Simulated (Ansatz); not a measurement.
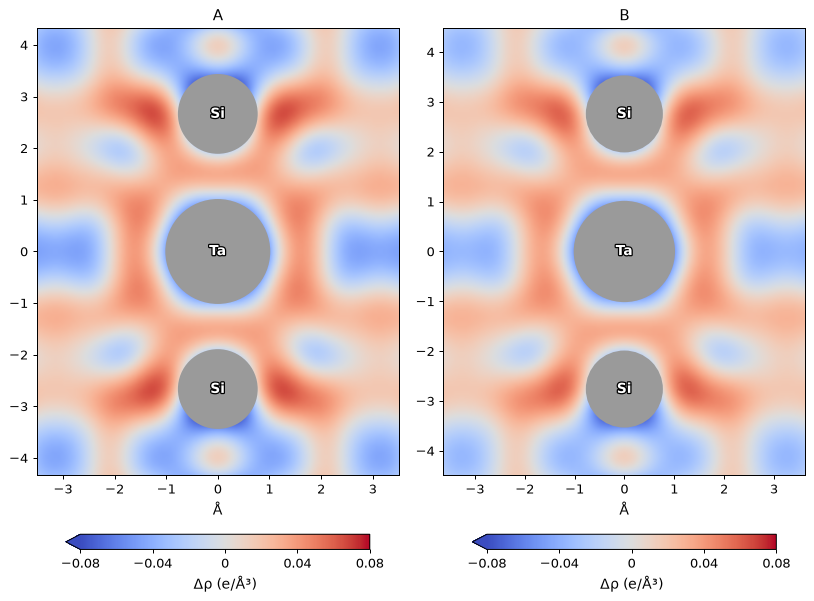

TaSi₂: deformation density on the (110) plane of the conventional cell at two volumes, with the same fractional coordinates and one colour scale. Grey discs cover the cores. Panel A has 90 % of the volume of panel B.

Space group P6_222; not relaxed (largest force 0.8 eV/Å).

The calculation used Ansatz 0.2.0, DFT PBEsol, scalar-relativistic, plane waves, PAW.

**What changes between the database cell and the scaled one?**

The pressure is −1 GPa in B and 24 GPa in A.
- The rearranged charge is 0.19 e an atom in B and 0.19 e in A.
- The scaled cell isn't relaxed: forces reach 1.0 eV/Å.
